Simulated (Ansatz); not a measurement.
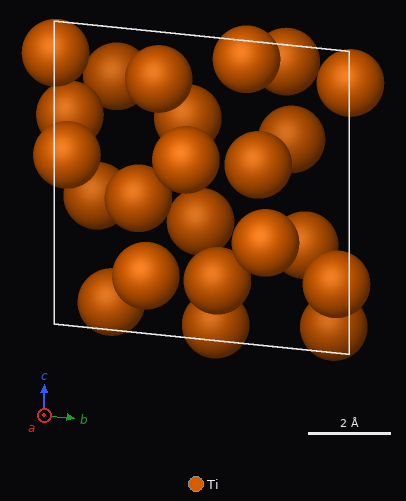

Starting frame of a dynamics run of an amorphous cell of composition Ti (22 atoms in the cell). A spheres-only model of the simulation cell, seen along the a axis.

The calculation used DFT PBE, scalar-relativistic, plane waves, PAW in Ansatz 0.2.0.

The input:
```yaml
crystal:
  lattice:
    - [7.403636, 0.024252, -0.115653]
    - [0.024252, 7.258486, -0.376421]
    - [-0.115653, -0.376421, 7.422113]
  atoms:
    - { symbol: Ti, position: [0.6974669141, 0.9570513995, 0.2269091931] }
    - { symbol: Ti, position: [0.623460166, 0.6918095059, 0.594507258] }
    - { symbol: Ti, position: [0.3298855565, 0.4530138067, 0.7249173388] }
    - { symbol: Ti, position: [0.6689934261, 0.3540842371, 0.8443928532] }
    - { symbol: Ti, position: [0.9491260895, 0.7162729882, 0.3395639511] }
    - { symbol: Ti, position: [0.124959608, 0.8045802387, 0.6898141625] }
    - { symbol: Ti, position: [0.1931985008, 0.547398103, 0.0527870643] }
    - { symbol: Ti, position: [0.9301703416, 0.4464557388, 0.5863930511] }
    - { symbol: Ti, position: [0.0932629551, 0.9478802296, 0.0849715364] }
    - { symbol: Ti, position: [0.4479525128, 0.7867695943, 0.944892227] }
    - { symbol: Ti, position: [0.2574479648, 0.4961336509, 0.3874952454] }
    - { symbol: Ti, position: [0.8538415007, 0.6519864344, 0.9391410037] }
    - { symbol: Ti, position: [0.4295460595, 0.0531987269, 0.6970209868] }
    - { symbol: Ti, position: [0.826004664, 0.0430227678, 0.5628324187] }
    - { symbol: Ti, position: [0.1652136369, 0.1456497064, 0.4380468763] }
    - { symbol: Ti, position: [0.0752608518, 0.2123128709, 0.8389750065] }
    - { symbol: Ti, position: [0.592776772, 0.5531957877, 0.1983176068] }
    - { symbol: Ti, position: [0.4002936887, 0.1938147692, 0.0920595698] }
    - { symbol: Ti, position: [0.7572438493, 0.0044731181, 0.8960740086] }
    - { symbol: Ti, position: [0.5741239888, 0.285319309, 0.4436294531] }
    - { symbol: Ti, position: [0.9017082769, 0.3105318461, 0.1906272137] }
    - { symbol: Ti, position: [0.3573759322, 0.8492515711, 0.3451940561] }
  symmetry: { detect: false }
basis:
  ecutwfc: 320
  xc_grid: 1
kpoints:
  mp_grid: { grid: [1, 1, 1], shift: [0.25, 0.25, 0.25] }
hamiltonian:
  xc: pbe
scf:
  occupations: { method: fermi_dirac, width: 0.2508 }
  lower_state_search: "off"
  convergence: { dr2_threshold: 1.0e-05 }
output:
  forces: true
  stress: true
md:
  timestep: 3.0
  n_steps: 24
  ensemble: nvt_langevin
  friction: 0.03
  temperature: 2910.0
  initial_velocities: maxwell_boltzmann
  seed: 93832
```

Command:
```bash
ansatz run input.yaml --threads 2 --pin off --max-ram 5120MiB --backend cpu --events-out ev --progress --plain --runs-dir out
```

### What does the trajectory do?

Over the second half the temperature averages 2265 K (spread ±526 K). The potential energy in the second half lies on average 201 meV per atom above the first frame. The mean pressure there is 4.7 GPa. Root-mean-square distances from the starting positions over the second half, with the common drift of all atoms taken out: Ti 0.34 Å. The run lasts only 72 fs, too short to tell vibration from diffusion.

Along the run:

```json
{"time (fs)": "0.0", "potential energy (meV/atom)": "0.0", "T (K)": "2778", "p (GPa)": "0.9"}
{"time (fs)": "6.0", "potential energy (meV/atom)": "7.5", "T (K)": "1939", "p (GPa)": "0.4"}
{"time (fs)": "12.0", "potential energy (meV/atom)": "24.3", "T (K)": "1756", "p (GPa)": "0.6"}
{"time (fs)": "18.0", "potential energy (meV/atom)": "48.6", "T (K)": "1987", "p (GPa)": "1.2"}
{"time (fs)": "24.0", "potential energy (meV/atom)": "80.9", "T (K)": "1973", "p (GPa)": "1.7"}
{"time (fs)": "30.0", "potential energy (meV/atom)": "121.7", "T (K)": "1990", "p (GPa)": "2.6"}
{"time (fs)": "36.0", "potential energy (meV/atom)": "158.5", "T (K)": "1661", "p (GPa)": "3.2"}
{"time (fs)": "42.0", "potential energy (meV/atom)": "192.3", "T (K)": "1545", "p (GPa)": "3.9"}
{"time (fs)": "48.0", "potential energy (meV/atom)": "206.8", "T (K)": "1959", "p (GPa)": "4.6"}
{"time (fs)": "54.0", "potential energy (meV/atom)": "205.2", "T (K)": "2535", "p (GPa)": "5.1"}
{"time (fs)": "60.0", "potential energy (meV/atom)": "207.5", "T (K)": "2409", "p (GPa)": "5.1"}
{"time (fs)": "66.0", "potential energy (meV/atom)": "208.5", "T (K)": "2744", "p (GPa)": "5.2"}
{"time (fs)": "72.0", "potential energy (meV/atom)": "218.8", "T (K)": "3060", "p (GPa)": "5.4"}
```

The paths of the atoms:

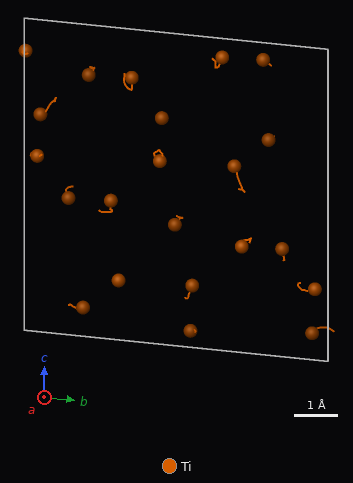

Limits of the set-up: the k-point mesh is coarse for a cell with partly filled bands; the cutoff lies below the recommended one; the periodic images lie only 7.3 Å apart, so the values are limited by the cell's size.
